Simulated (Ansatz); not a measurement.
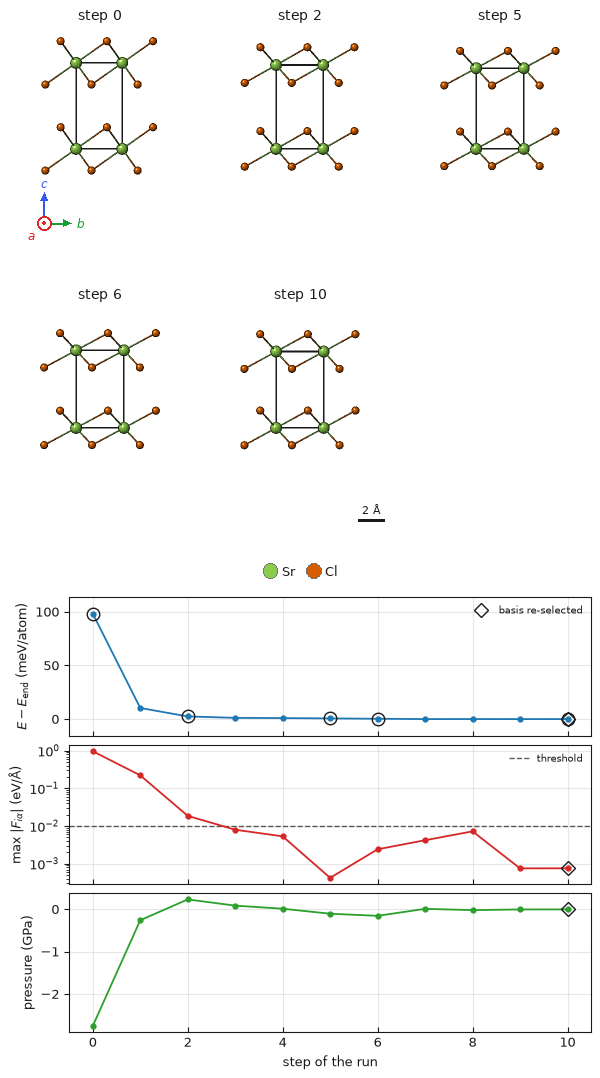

Frames of a relaxation of solid SrCl₂ (built on the CdI2 type), marked on the history of the run. A ball-and-stick model of the cell of the calculation, seen along the a axis.

Level of theory: Ansatz 0.2.0, DFT PBEsol, scalar-relativistic, plane waves, PAW.

The input:
```yaml
crystal:
  lattice:
    - [4.2479609858, 0.0, 0.0]
    - [-2.123980493, 3.678842128, 0.0]
    - [0.0, 0.0, 6.8528427224]
  atoms:
    - { symbol: Sr, position: [0.0, 0.0, 0.0] }
    - { symbol: Cl, position: [0.3333333333, 0.6666666667, 0.252] }
    - { symbol: Cl, position: [0.6666666667, 0.3333333333, 0.748] }
basis:
  ecutwfc: 420
  ecutrho_ratio: 4
kpoints:
  mp_grid: { grid: [10, 10, 6] }
hamiltonian:
  xc: pbesol
scf:
  occupations: { method: gaussian, width: 0.05 }
output:
  forces: true
  stress: true
  eigenvalues: true
relax:
  f_tol: 0.01
  max_steps: 60
  cell: { stress_tol: 0.04 }
```

Run as
```bash
ansatz run input.yaml --threads 4 --pin off --max-ram 8192MiB --backend cpu --events-out ev --progress --plain --runs-dir out
```

Describe the path.

Answer. After 9 accepted moves (10 points after the start) the energy has fallen by 98.3 meV per atom. Largest force component: 0.97 eV/Å at the start, 0.00075 eV/Å at the end. Pressure: −2.75 GPa at the start and 0.00 GPa at the end. At 1 point the geometry stayed and the basis and grid were re-selected for the new cell (energy shift of less than 0.05 meV per atom at most each time). The largest moves relative to the cell, 0.15 Å, are those of Cl2 and Cl3. Cl3 goes along +c. Sr stays in place. Cell: a = b 4.248 → 4.380 Å (+3.1 %), c 6.853 → 6.084 Å (−11.2 %). Volume −5.6 %. Among the contacts that change: Sr1–Cl2 3.000 → 2.881 Å. Among the angles between lasting bonds that change: Cl2–Sr1–Cl2 90.2° → 99.0°, Sr1–Cl2–Sr1 90.2° → 99.0°, Cl2–Sr1–Cl3 89.8° → 81.0°. The space group stays P-3m1 (No. 164). From step 0 to 2: Cl atoms move most (0.26 Å), volume +1.1 %, energy −95.8 meV per atom. From step 2 to 5: volume −0.8 %, energy −1.8 meV per atom. From step 5 to 6: Cl atoms move most (0.05 Å), volume −3.4 %, energy −0.3 meV per atom. From step 6 to 10: Cl atoms move most (0.03 Å), volume −2.5 %, energy −0.3 meV per atom.

```json
{"step": "0", "E − E(0), meV/atom": "0.00", "largest force component, eV/Å": "0.9662", "pressure, GPa": "-2.75", "volume, Å³/atom": "35.698", "note": ""}
{"step": "1", "E − E(0), meV/atom": "-87.95", "largest force component, eV/Å": "0.2218", "pressure, GPa": "-0.26", "volume, Å³/atom": "35.469", "note": ""}
{"step": "2", "E − E(0), meV/atom": "-95.84", "largest force component, eV/Å": "0.0186", "pressure, GPa": "0.23", "volume, Å³/atom": "36.081", "note": ""}
{"step": "3", "E − E(0), meV/atom": "-97.16", "largest force component, eV/Å": "0.0080", "pressure, GPa": "0.09", "volume, Å³/atom": "36.632", "note": ""}
{"step": "4", "E − E(0), meV/atom": "-97.37", "largest force component, eV/Å": "0.0053", "pressure, GPa": "0.01", "volume, Å³/atom": "36.477", "note": ""}
{"step": "5", "E − E(0), meV/atom": "-97.68", "largest force component, eV/Å": "0.0004", "pressure, GPa": "-0.11", "volume, Å³/atom": "35.795", "note": ""}
{"step": "6", "E − E(0), meV/atom": "-97.99", "largest force component, eV/Å": "0.0024", "pressure, GPa": "-0.16", "volume, Å³/atom": "34.565", "note": ""}
{"step": "7", "E − E(0), meV/atom": "-98.30", "largest force component, eV/Å": "0.0042", "pressure, GPa": "0.01", "volume, Å³/atom": "33.922", "note": ""}
{"step": "8", "E − E(0), meV/atom": "-98.28", "largest force component, eV/Å": "0.0072", "pressure, GPa": "-0.02", "volume, Å³/atom": "33.276", "note": ""}
{"step": "9", "E − E(0), meV/atom": "-98.32", "largest force component, eV/Å": "0.0008", "pressure, GPa": "-0.01", "volume, Å³/atom": "33.697", "note": ""}
{"step": "10", "E − E(0), meV/atom": "-98.31", "largest force component, eV/Å": "0.0008", "pressure, GPa": "0.00", "volume, Å³/atom": "33.697", "note": "same geometry, new basis"}
```

Limits of the set-up: layers or molecules are held without a dispersion correction, so their spacing is unreliable.
